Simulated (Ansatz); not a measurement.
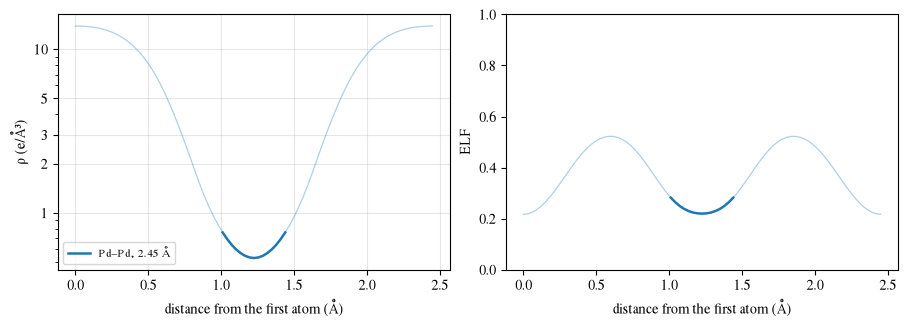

Figure 1: Pd. Valence pseudo-density and ELF along straight lines between neighbouring atoms. Thin, pale parts lie inside the atomic spheres.

Space group Fd-3m; set up as Pd, diamond; a generated structure, not necessarily the stable one; changed on purpose from its base cell (volume × 0.96); computed pressure about 4 GPa in this cell; spin-polarised.

Level of theory: DFT, r2SCAN, plane waves (500 eV) with PAW, scalar-relativistic in Ansatz 0.2.0.

In a PAW calculation such maps are meaningful between the atoms, not at the nuclei.

What can be read from the curves?

Answer. Pd–Pd (2.45 Å): ρ is about 0.53 e/Å³ halfway; the ELF is about 0.20 at the midpoint; no shared electron pair shows on this line.
